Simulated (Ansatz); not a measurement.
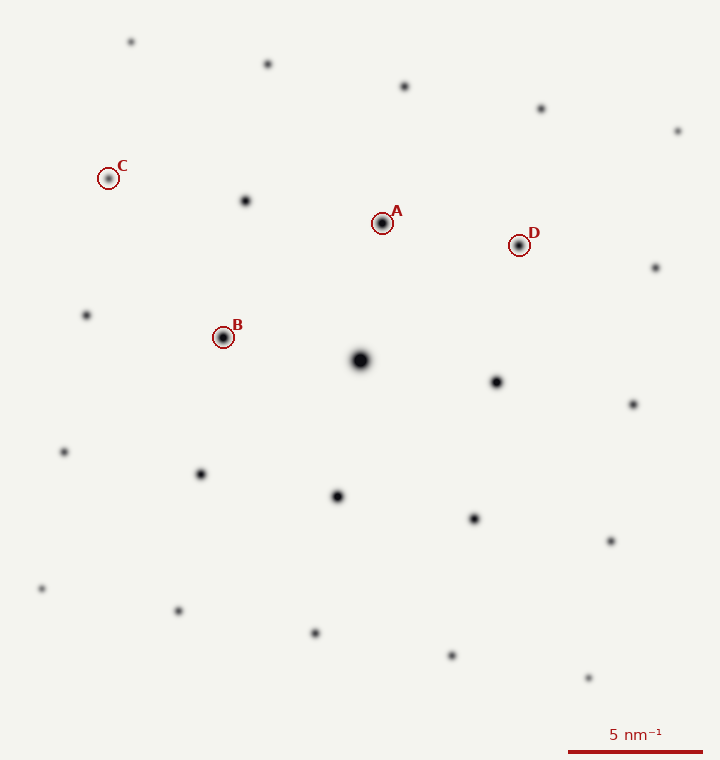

Computed electron diffraction pattern, 80 kV, single scattering only, B = 0.5 Å². The zone axis points towards the electron source and the pattern is seen from the source side.

The sample is Ni, space group Im-3m (No. 229), a = 2.72 Å. Structure: the input geometry of an electronic-structure calculation (not necessarily at equilibrium); the starting structure was generated, so it need not be a known form of this composition.

Spot A is indexed -1 -1 0 and spot B 1 -1 0.

Q: Give hkl for C, D.

A: C = A + 2B = 1 -3 0 (d = 0.861 Å). D = A − B = -2 0 0 (d = 1.361 Å).

Q: Give [uvw].

A: The cross product of A and B is parallel to [001]; every spot obeys hu + kv + lw = 0.
